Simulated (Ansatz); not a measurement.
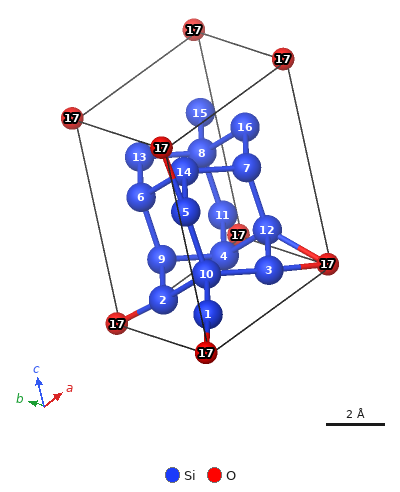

Fig. 1: The input geometry (ball-and-stick view of the cell of the calculation, seen slightly off an axis; atoms are numbered from 1 in the order of the input).

# Geometry relaxation of Si$_{16}$O (part 1 of 3)

The run: geometry relaxation of Si$_{16}$O (defect cell, 17 atoms in the cell). Method and program: DFT r2SCAN, scalar-relativistic, plane waves, PAW, no spin polarisation (Ansatz 0.2.0).

The structure derives from a Materials Project entry. It belongs to a series of runs on one base structure; here: O interstitial, charge +0, atoms relaxed. Figures and captions count atoms from 1; the log counts them from 0 in places.

## Log
```
Engine: ansatz 0.2.0, x86_64-unknown-linux-gnu
Pseudopotentials: kind: paw
Pseudopotential: Si, paw, valence charge 4, recommended cutoff 500 eV (meta_gga), Si.paw.azcp
Pseudopotential: O, paw, valence charge 6, recommended cutoff 500 eV (meta_gga), O.paw.azcp
Functional definition: r2SCAN
  parameter k0 = 0.174
  parameter k1 = 0.065
  parameter a1 = 4.9479
  exchange = r2scan_x(k0 = k0, k1 = k1, a1 = a1)
  correlation = r2scan_c
Crystal: 17 atoms, lattice volume = 322.636 Å³
Basis set: ecut = 500 eV, 8099 PW (Γ), exchange–correlation on 180×180×180 points (27 copies of the dense FFT grid, shifted against one another)
Bands: 52, of which v1, the nominal top of the filled ones, is band 35 counted from 1 (34 counted from 0)
Symmetry: 1 space group operations
Space group: P1 (ITA 1), of the structure as read, at distance tolerance 6.9e-5 Å
k-points: 8
Non-local potential: Si, projectors of the file, l = 0: 2, l = 1: 2, l = 2: 2
Non-local potential: O, projectors of the file, l = 0: 2, l = 1: 2, l = 2: 1
PAW form: soft (Blöchl's): semilocal exchange-correlation on the pseudo side does not see the compensation charge
PAW frozen core: Si, regenerated for the run's functional (the file was generated under x = pbe(κ = 0.804, μ = 0.2195149727645171), c = pbe(β = 0.06672455060314922))
PAW frozen core: O, regenerated for the run's functional (the file was generated under x = pbe(κ = 0.804, μ = 0.2195149727645171), c = pbe(β = 0.06672455060314922))
PAW one-centre angular grid: Si, 302 points (default); XC on 160 Gauss nodes
PAW one-centre angular grid: O, 302 points (default); XC on 160 Gauss nodes
Initial density: superposition of atomic densities (neutral atoms: chi_scale 0, normalization atom), corrected by the library's trained network
Initial wavefunctions: pseudopotential atomic-orbital guess
Functional: x = r2scan, c = r2scan; τ floored in thin density (d = 2e-4 eV/Å³)
SCF iter   1: F=—  HF=-10788.005089 eV  |F-HF|=—  |Δ(HF+E_count)|=         —  Δρ=8.20e-3  dr2=1.92e-1  dr2_τ=1.36e-1  ethr=1.77e-3  ⟨swp⟩=7.4  Hψ=2188  notcnv=0  defer=42
preconditioner: auto → Resta (q_TF=auto, 2.115 Å⁻¹)  ε∞=5.2  [insulator: Δε(μ)=0.029 eV  Ē_g=8.333 eV  σ=0.020 eV  W_gap=0.68  n_scr=58 (ndim 8)  ℏωp=17.0 eV  f_vac=0.000  D(μ)=11.82/eV (n_scr^D=88)  ε∞_Penn≈5.2]
SCF iter   2: F=—  HF=-10788.176903 eV  |F-HF|=—  |Δ(HF+E_count)|=   1.72e-1  Δρ=5.62e-3  dr2=8.30e-2  dr2_τ=9.06e-3  ethr=2.75e-4  ⟨swp⟩=2.9  Hψ=880  notcnv=0  defer=66
preconditioner: auto → Kerker (q_TF=auto, 2.115 Å⁻¹)  [metal: Δε(μ)=0.006 eV  Ē_g=8.303 eV  σ=0.020 eV  W_gap=0.17  n_scr=58 (ndim 8)  ℏωp=17.0 eV  f_vac=0.000  D(μ)=32.94/eV (n_scr^D=410)]
SCF iter   3: F=—  HF=-10788.177063 eV  |F-HF|=—  |Δ(HF+E_count)|=   1.59e-4  Δρ=3.75e-3  dr2=5.24e-2  dr2_τ=5.20e-3  ethr=1.19e-4  ⟨swp⟩=2.6  Hψ=704  notcnv=0  defer=66
SCF iter   4: F=—  HF=-10788.170257 eV  |F-HF|=—  |Δ(HF+E_count)|=   6.81e-3  Δρ=8.97e-4  dr2=3.21e-3  dr2_τ=4.60e-5  ethr=7.49e-5  ⟨swp⟩=2.5  Hψ=703  notcnv=0  defer=66
SCF iter   5: F=—  HF=-10788.169947 eV  |F-HF|=—  |Δ(HF+E_count)|=   3.10e-4  Δρ=4.77e-4  dr2=5.06e-4  dr2_τ=1.74e-5  ethr=4.59e-6  ⟨swp⟩=2.6  Hψ=672  notcnv=0  defer=66
SCF iter   6: F=—  HF=-10788.169972 eV  |F-HF|=—  |Δ(HF+E_count)|=   2.53e-5  Δρ=1.87e-4  dr2=2.09e-4  dr2_τ=5.88e-6  ethr=7.23e-7  ⟨swp⟩=1.0  Hψ=360  notcnv=0  defer=66
SCF iter   7: F=—  HF=-10788.169964 eV  |F-HF|=—  |Δ(HF+E_count)|=   7.98e-6  Δρ=5.79e-5  dr2=1.02e-5  dr2_τ=2.49e-7  ethr=2.99e-7  ⟨swp⟩=2.0  Hψ=391  notcnv=0  defer=66
SCF iter   8: F=-10788.169967 eV  HF=-10788.169967 eV  |F-HF|=1.90e-7  |Δ(HF+E_count)|=   2.59e-6  Δρ=1.27e-5  dr2=6.39e-7  dr2_τ=1.04e-8  ethr=1.43e-8  ⟨swp⟩=21.9  Hψ=4163  notcnv=0
SCF 1 converged in 8 iterations: F = -10788.169967 eV  dr2 = 6.39e-7
  greatest PAW one-centre occupation: 0.886 electrons in one spin orbital (limit 2), on the O atom at site 16 (counted from 0), in its partial waves of l = 0
relax step   1: F+E_penalty+E_count = -10788.16996684 eV  Δ(F+E_penalty+E_count) = +0.000e0 eV  max|allowed force component| = 1.260e0 eV/Å  Δτ_max = 0.0000 Å  (8 SCF iters, dr2 threshold 1.00e-5 eV, accepted)
Initial density: handed on by an earlier stage of this run
Initial wavefunctions: those handed on with the density
iter 1 solved again at ethr=8.21e-4 eV; its pass at ethr=3.10e-3 eV (dr2=5.75e-1 eV) is discarded
SCF iter   1: F=—  HF=-10788.495840 eV  |F-HF|=—  |Δ(HF+E_count)|=         —  Δρ=1.11e-2  dr2=5.52e-1  dr2_τ=6.69e-1  ethr=8.21e-4  ⟨swp⟩=1.1  Hψ=1583  notcnv=0  defer=59
preconditioner: auto → Kerker (q_TF=auto, 2.115 Å⁻¹)  [metal: Δε(μ)=0.017 eV  Ē_g=8.294 eV  σ=0.020 eV  W_gap=0.44  n_scr=58 (ndim 8)  ℏωp=17.0 eV  f_vac=0.000  D(μ)=13.47/eV (n_scr^D=112)]
SCF iter   2: F=—  HF=-10788.526994 eV  |F-HF|=—  |Δ(HF+E_count)|=   3.12e-2  Δρ=8.42e-3  dr2=2.64e-1  dr2_τ=3.33e-2  ethr=7.88e-4  ⟨swp⟩=2.5  Hψ=710  notcnv=0  defer=59
preconditioner: auto → Resta (q_TF=auto, 2.115 Å⁻¹)  ε∞=5.2  [insulator: Δε(μ)=0.053 eV  Ē_g=8.303 eV  σ=0.020 eV  W_gap=0.56  n_scr=58 (ndim 8)  ℏωp=17.0 eV  f_vac=0.000  D(μ)=17.69/eV (n_scr^D=168)  ε∞_Penn≈5.2]
SCF iter   3: F=—  HF=-10788.499810 eV  |F-HF|=—  |Δ(HF+E_count)|=   2.72e-2  Δρ=4.87e-3  dr2=8.93e-2  dr2_τ=8.26e-3  ethr=3.77e-4  ⟨swp⟩=2.6  Hψ=858  notcnv=0  defer=66
SCF iter   4: F=—  HF=-10788.493145 eV  |F-HF|=—  |Δ(HF+E_count)|=   6.67e-3  Δρ=1.58e-3  dr2=7.58e-3  dr2_τ=3.35e-4  ethr=1.28e-4  ⟨swp⟩=1.8  Hψ=368  notcnv=0  defer=66
SCF iter   5: F=—  HF=-10788.493200 eV  |F-HF|=—  |Δ(HF+E_count)|=   5.54e-5  Δρ=5.50e-4  dr2=1.09e-3  dr2_τ=3.12e-5  ethr=1.08e-5  ⟨swp⟩=1.2  Hψ=352  notcnv=0  defer=66
SCF iter   6: F=—  HF=-10788.493309 eV  |F-HF|=—  |Δ(HF+E_count)|=   1.09e-4  Δρ=1.50e-4  dr2=7.19e-5  dr2_τ=5.07e-6  ethr=1.56e-6  ⟨swp⟩=2.2  Hψ=511  notcnv=0  defer=66
SCF iter   7: F=-10788.493319 eV  HF=-10788.493322 eV  |F-HF|=3.22e-6  |Δ(HF+E_count)|=   1.27e-5  Δρ=6.39e-5  dr2=9.70e-6  dr2_τ=4.01e-7  ethr=1.03e-7  ⟨swp⟩=19.8  Hψ=4251  notcnv=0
SCF 2 converged in 7 iterations: F = -10788.493319 eV  dr2 = 9.70e-6
[... from here on the iterations of each SCF are left out, up to the last one ...]
relax step   2: F+E_penalty+E_count = -10788.49331852 eV  Δ(F+E_penalty+E_count) = -3.234e-1 eV  max|allowed force component| = 1.814e0 eV/Å  Δτ_max = 0.1373 Å  (7 SCF iters, dr2 threshold 9.93e-5 eV, accepted)
preconditioner: auto → Resta (q_TF=auto, 2.115 Å⁻¹)  ε∞=5.2  [insulator: Δε(μ)=0.038 eV  Ē_g=8.333 eV  σ=0.020 eV  W_gap=0.81  n_scr=58 (ndim 8)  ℏωp=17.0 eV  f_vac=0.000  D(μ)=7.41/eV (n_scr^D=58)  ε∞_Penn≈5.2]
SCF 3 converged in 7 iterations: F = -10788.908177 eV  dr2 = 2.12e-6
relax step   3: F+E_penalty+E_count = -10788.90817697 eV  Δ(F+E_penalty+E_count) = -4.149e-1 eV  max|allowed force component| = 2.361e0 eV/Å  Δτ_max = 0.1628 Å  (7 SCF iters, dr2 threshold 1.00e-4 eV, accepted)
preconditioner: auto → Resta (q_TF=auto, 2.115 Å⁻¹)  ε∞=5.1  [insulator: Δε(μ)=0.059 eV  Ē_g=8.381 eV  σ=0.020 eV  W_gap=0.96  n_scr=58 (ndim 8)  ℏωp=17.0 eV  f_vac=0.000  D(μ)=1.69/eV (n_scr^D=0)  ε∞_Penn≈5.1]
preconditioner: auto → Kerker (q_TF=auto, 2.115 Å⁻¹)  [metal: Δε(μ)=0.007 eV  Ē_g=8.385 eV  σ=0.020 eV  W_gap=0.18  n_scr=58 (ndim 8)  ℏωp=17.0 eV  f_vac=0.000  D(μ)=13.98/eV (n_scr^D=112)]
SCF 4 converged in 6 iterations: F = -10789.406484 eV  dr2 = 4.64e-5
relax step   4: F+E_penalty+E_count = -10789.40648383 eV  Δ(F+E_penalty+E_count) = -4.983e-1 eV  max|allowed force component| = 2.644e0 eV/Å  Δτ_max = 0.1855 Å  (6 SCF iters, dr2 threshold 1.00e-4 eV, accepted)
preconditioner: auto → Resta (q_TF=auto, 2.115 Å⁻¹)  ε∞=5.1  [insulator: Δε(μ)=0.148 eV  Ē_g=8.447 eV  σ=0.020 eV  W_gap=1.00  n_scr=58 (ndim 8)  ℏωp=17.0 eV  f_vac=0.000  D(μ)=0.00/eV (n_scr^D=0)  ε∞_Penn≈5.1]
SCF 5 converged in 6 iterations: F = -10789.986456 eV  dr2 = 4.69e-6
relax step   5: F+E_penalty+E_count = -10789.98645623 eV  Δ(F+E_penalty+E_count) = -5.800e-1 eV  max|allowed force component| = 2.650e0 eV/Å  Δτ_max = 0.1981 Å  (6 SCF iters, dr2 threshold 1.00e-4 eV, accepted)
preconditioner: auto → Resta (q_TF=auto, 2.115 Å⁻¹)  ε∞=5.0  [insulator: Δε(μ)=0.315 eV  Ē_g=8.533 eV  σ=0.020 eV  W_gap=1.00  n_scr=58 (ndim 8)  ℏωp=17.0 eV  f_vac=0.000  D(μ)=0.00/eV (n_scr^D=0)  ε∞_Penn≈5.0]
SCF 6 converged in 6 iterations: F = -10790.536673 eV  dr2 = 3.12e-6
relax step   6: F+E_penalty+E_count = -10790.53667324 eV  Δ(F+E_penalty+E_count) = -5.502e-1 eV  max|allowed force component| = 1.168e0 eV/Å  Δτ_max = 0.1955 Å  (6 SCF iters, dr2 threshold 1.00e-4 eV, accepted)
preconditioner: auto → Resta (q_TF=auto, 2.115 Å⁻¹)  ε∞=4.9  [insulator: Δε(μ)=0.554 eV  Ē_g=8.586 eV  σ=0.020 eV  W_gap=1.00  n_scr=58 (ndim 8)  ℏωp=17.0 eV  f_vac=0.000  D(μ)=0.00/eV (n_scr^D=0)  ε∞_Penn≈4.9]
SCF 7 converged in 6 iterations: F = -10791.147545 eV  dr2 = 3.25e-6
relax step   7: F+E_penalty+E_count = -10791.14754483 eV  Δ(F+E_penalty+E_count) = -6.109e-1 eV  max|allowed force component| = 2.129e0 eV/Å  Δτ_max = 0.1924 Å  (6 SCF iters, dr2 threshold 1.00e-4 eV, accepted)
preconditioner: auto → Resta (q_TF=auto, 2.115 Å⁻¹)  ε∞=4.9  [insulator: Δε(μ)=0.692 eV  Ē_g=8.609 eV  σ=0.020 eV  W_gap=1.00  n_scr=58 (ndim 8)  ℏωp=17.0 eV  f_vac=0.000  D(μ)=0.00/eV (n_scr^D=0)  ε∞_Penn≈4.9]
SCF 8 converged in 6 iterations: F = -10792.006100 eV  dr2 = 2.90e-6
relax step   8: F+E_penalty+E_count = -10792.00609963 eV  Δ(F+E_penalty+E_count) = -8.586e-1 eV  max|allowed force component| = 9.805e-1 eV/Å  Δτ_max = 0.1994 Å  (6 SCF iters, dr2 threshold 1.00e-4 eV, accepted)
preconditioner: auto → Resta (q_TF=auto, 2.115 Å⁻¹)  ε∞=5.0  [insulator: Δε(μ)=0.574 eV  Ē_g=8.576 eV  σ=0.020 eV  W_gap=1.00  n_scr=58 (ndim 8)  ℏωp=17.0 eV  f_vac=0.000  D(μ)=0.00/eV (n_scr^D=0)  ε∞_Penn≈5.0]
SCF 9 converged in 6 iterations: F = -10792.222698 eV  dr2 = 1.74e-6
relax step   9: F+E_penalty+E_count = -10792.22269828 eV  Δ(F+E_penalty+E_count) = -2.166e-1 eV  max|allowed force component| = 7.479e-1 eV/Å  Δτ_max = 0.1927 Å  (6 SCF iters, dr2 threshold 1.00e-4 eV, accepted)
preconditioner: auto → Resta (q_TF=auto, 2.115 Å⁻¹)  ε∞=4.9  [insulator: Δε(μ)=0.698 eV  Ē_g=8.589 eV  σ=0.020 eV  W_gap=1.00  n_scr=58 (ndim 8)  ℏωp=17.0 eV  f_vac=0.000  D(μ)=0.00/eV (n_scr^D=0)  ε∞_Penn≈4.9]
SCF 10 converged in 5 iterations: F = -10792.305054 eV  dr2 = 1.67e-5
relax step  10: F+E_penalty+E_count = -10792.30505387 eV  Δ(F+E_penalty+E_count) = -8.236e-2 eV  max|allowed force component| = 1.648e-1 eV/Å  Δτ_max = 0.0884 Å  (5 SCF iters, dr2 threshold 1.00e-4 eV, accepted)
preconditioner: auto → Resta (q_TF=auto, 2.115 Å⁻¹)  ε∞=4.9  [insulator: Δε(μ)=0.685 eV  Ē_g=8.588 eV  σ=0.020 eV  W_gap=1.00  n_scr=58 (ndim 8)  ℏωp=17.0 eV  f_vac=0.000  D(μ)=0.00/eV (n_scr^D=0)  ε∞_Penn≈4.9]
SCF 11 converged in 6 iterations: F = -10792.311698 eV  dr2 = 1.77e-7
relax step  11: F+E_penalty+E_count = -10792.31169762 eV  Δ(F+E_penalty+E_count) = -6.644e-3 eV  max|allowed force component| = 3.471e-2 eV/Å  Δτ_max = 0.0696 Å  (6 SCF iters, dr2 threshold 1.70e-6 eV, accepted)
preconditioner: auto → Resta (q_TF=auto, 2.115 Å⁻¹)  ε∞=4.9  [insulator: Δε(μ)=0.687 eV  Ē_g=8.588 eV  σ=0.020 eV  W_gap=1.00  n_scr=58 (ndim 8)  ℏωp=17.0 eV  f_vac=0.000  D(μ)=0.00/eV (n_scr^D=0)  ε∞_Penn≈4.9]
SCF 12 converged in 6 iterations: F = -10792.312975 eV  dr2 = 8.86e-8
relax step  12: F+E_penalty+E_count = -10792.31297515 eV  Δ(F+E_penalty+E_count) = -1.278e-3 eV  max|allowed force component| = 8.378e-3 eV/Å  Δτ_max = 0.0491 Å  (6 SCF iters, accepted)
preconditioner: auto → Resta (q_TF=auto, 2.115 Å⁻¹)  ε∞=4.9  [insulator: Δε(μ)=0.686 eV  Ē_g=8.586 eV  σ=0.020 eV  W_gap=1.00  n_scr=58 (ndim 8)  ℏωp=17.0 eV  f_vac=0.000  D(μ)=0.00/eV (n_scr^D=0)  ε∞_Penn≈4.9]
SCF 13 converged in 6 iterations: F = -10792.313129 eV  dr2 = 3.93e-8
relax step  13: F+E_penalty+E_count = -10792.31312916 eV  Δ(F+E_penalty+E_count) = -1.540e-4 eV  max|allowed force component| = 2.460e-2 eV/Å  Δτ_max = 0.0296 Å  (6 SCF iters, accepted)
preconditioner: auto → Resta (q_TF=auto, 2.115 Å⁻¹)  ε∞=4.9  [insulator: Δε(μ)=0.687 eV  Ē_g=8.587 eV  σ=0.020 eV  W_gap=1.00  n_scr=58 (ndim 8)  ℏωp=17.0 eV  f_vac=0.000  D(μ)=0.00/eV (n_scr^D=0)  ε∞_Penn≈4.9]
SCF 14 converged in 6 iterations: F = -10792.313177 eV  dr2 = 1.41e-8
relax step  14: F+E_penalty+E_count = -10792.31317654 eV  Δ(F+E_penalty+E_count) = -4.738e-5 eV  max|allowed force component| = 3.070e-3 eV/Å  Δτ_max = 0.0175 Å  (6 SCF iters, accepted)
iter 1 solved again at ethr=2.01e-11 eV; its pass at ethr=3.10e-3 eV (dr2=1.40e-8 eV) is discarded
SCF iter   1: F=—  HF=-10792.313177 eV  |F-HF|=—  |Δ(HF+E_count)|=         —  Δρ=2.13e-6  dr2=1.41e-8  dr2_τ=5.97e-10  ethr=2.01e-11  ⟨swp⟩=1.0  Hψ=1160  notcnv=0
SCF iter   2: F=-10792.313177 eV  HF=-10792.313177 eV  |F-HF|=4.08e-9  |Δ(HF+E_count)|=   7.14e-9  Δρ=1.32e-6  dr2=6.08e-9  dr2_τ=1.12e-10  ethr=2.01e-11  ⟨swp⟩=7.2  Hψ=2018  notcnv=0
SCF 15 converged in 2 iterations: F = -10792.313177 eV  dr2 = 6.08e-9
```

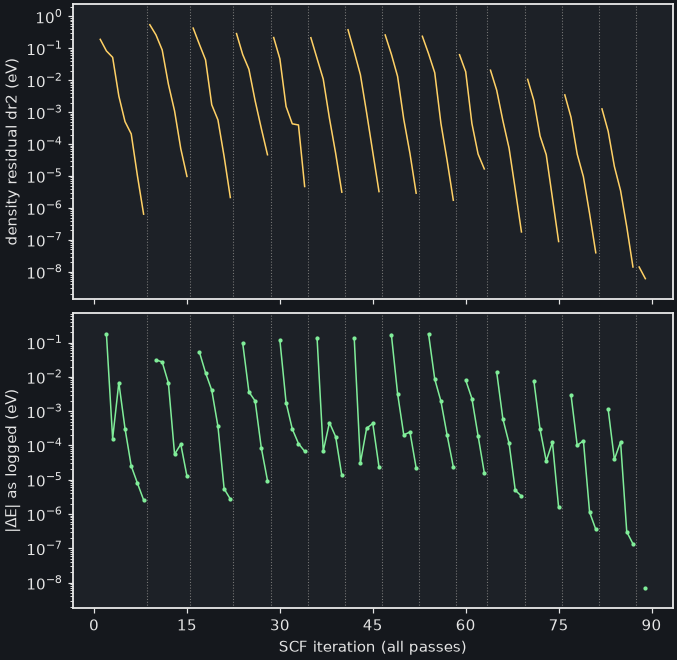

Fig. 2: Convergence of the self-consistent field: density residual dr2 and size of the energy change against the SCF iteration. Dotted lines part the SCF passes that the log prints in full.

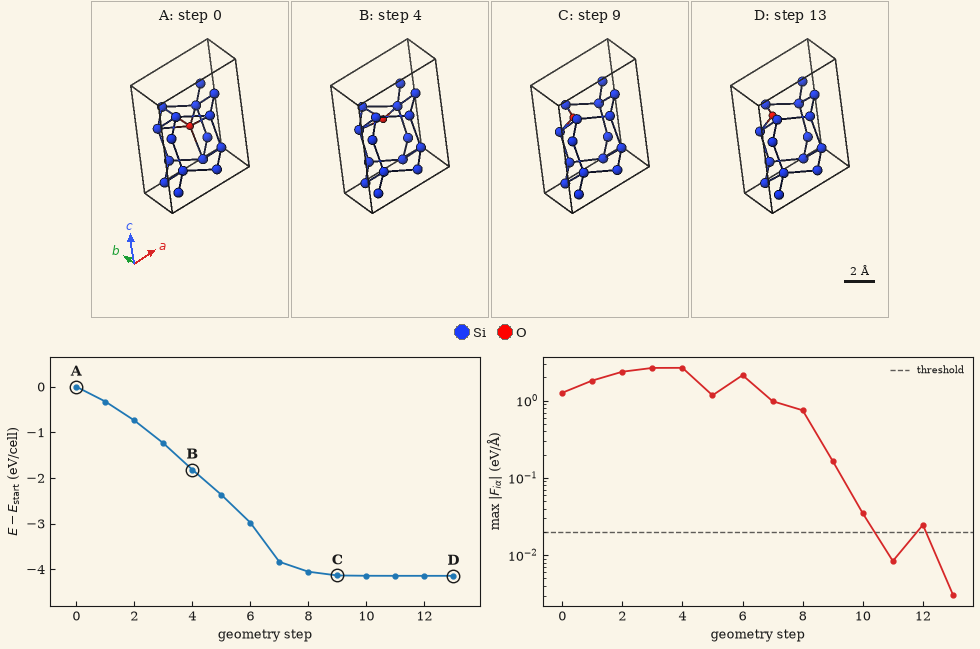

Fig. 3: Frames of the relaxation (ball-and-stick view of the cell of the calculation (origin shifted), seen slightly off an axis) above the curves, on which the letters mark them (the first geometry is step 0 here and step 1 in the log).
